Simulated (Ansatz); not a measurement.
**TiSi2: density, localisation and related maps**

```cif
data_structure
_symmetry_space_group_name_H-M 'P 1'
_symmetry_Int_Tables_number 1
_cell_length_a 8.2704
_cell_length_b 8.5592
_cell_length_c 4.8077
_cell_angle_alpha 90.000
_cell_angle_beta 90.000
_cell_angle_gamma 90.000
_cell_volume 340.33
loop_
_atom_site_label
_atom_site_type_symbol
_atom_site_fract_x
_atom_site_fract_y
_atom_site_fract_z
_atom_site_occupancy
Ti1 Ti 0.25000 0.25000 0.77401 1
Ti2 Ti 0.75000 0.25000 0.27401 1
Ti3 Ti 0.25000 0.75000 0.27401 1
Ti4 Ti 0.75000 0.75000 0.77401 1
Ti5 Ti 0.00000 0.00000 0.52401 1
Ti6 Ti 0.50000 0.00000 0.02401 1
Ti7 Ti 0.00000 0.50000 0.02401 1
Ti8 Ti 0.50000 0.50000 0.52401 1
Si1 Si 0.08682 0.22636 0.22954 1
Si2 Si 0.58682 0.22636 0.72954 1
Si3 Si 0.08682 0.72636 0.72954 1
Si4 Si 0.58682 0.72636 0.22954 1
Si5 Si 0.41318 0.27364 0.22954 1
Si6 Si 0.91318 0.27364 0.72954 1
Si7 Si 0.41318 0.77364 0.72954 1
Si8 Si 0.91318 0.77364 0.22954 1
Si9 Si 0.16318 0.47636 0.47954 1
Si10 Si 0.66318 0.47636 0.97954 1
Si11 Si 0.16318 0.97636 0.97954 1
Si12 Si 0.66318 0.97636 0.47954 1
Si13 Si 0.33682 0.02364 0.47954 1
Si14 Si 0.83682 0.02364 0.97954 1
Si15 Si 0.33682 0.52364 0.97954 1
Si16 Si 0.83682 0.52364 0.47954 1
```

Space group Fdd2; not relaxed (largest force 0.8 eV/Å); computed without spin polarisation.

All numbers below come from Ansatz, DFT PBE, scalar-relativistic, plane waves, PAW.

The density is the valence pseudo-density of a PAW calculation; it isn't the true density close to the nuclei.

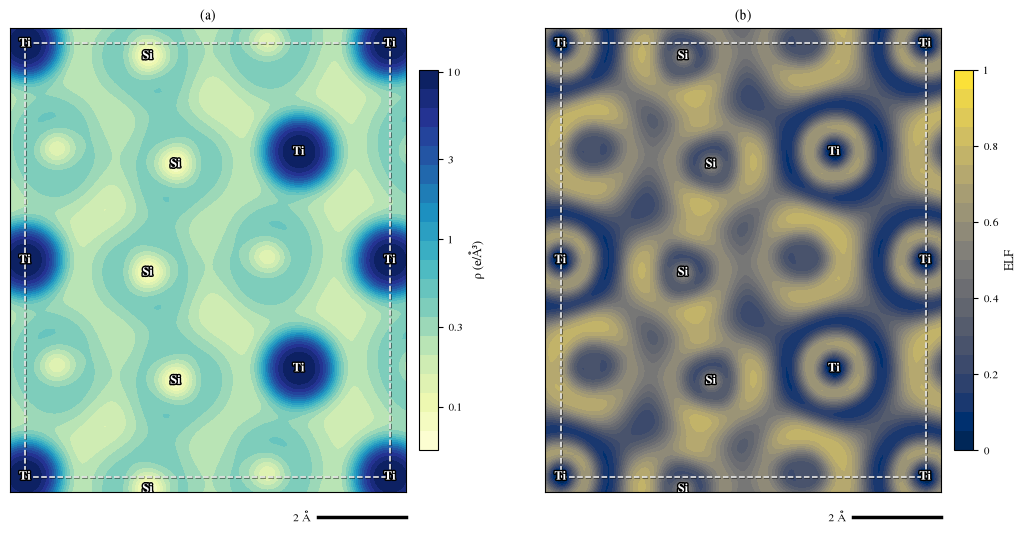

Figure 1. (a) valence charge density (pseudo); (b) ELF on the (011̄) plane of the conventional cell.

Read the bonding off the picture.

Answer. Atoms in the plane: Ti and Si. Atoms just off the plane (Si, 0.3 Å away) can leave unmarked features too. Si–Si (2.53 Å): ρ is about 0.39 e/Å³ halfway; the ELF peaks at about 0.80 between the atoms. Ti–Si (2.80 Å): ρ is about 0.24 e/Å³ halfway; the ELF peaks at about 0.75 in the valence shell of Si, 0.9 Å from its nucleus, and is about 0.40 at the midpoint. Between the atoms the lowest density in this plane is 0.16 e/Å³. The features right at Ti lie inside the PAW spheres, where the map follows smoothed inner orbitals and isn't to be read closely.

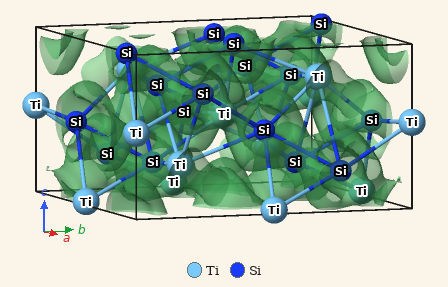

Figure 2. Isosurface of the ELF at 0.65 (green), seen slightly off an axis. Only the valence region is drawn (cores and ρ < 0.01 e/Å³ removed). Sticks mark near contacts.

Identify the bonds, lone pairs and shells in this picture.

Answer. The ELF exceeds this value in channels that run through the cell in one direction, counted in one cell of 24 atoms. Regions shared between cells count once. Profiles from the grid: Ti–Si (2.50 Å): the ELF peaks at about 0.75 in the valence shell of Si, 0.9 Å from its nucleus, and is about 0.40 at the midpoint.

Does the calculation give a band gap?

Answer. It is gapless in this calculation (a metal or semimetal).
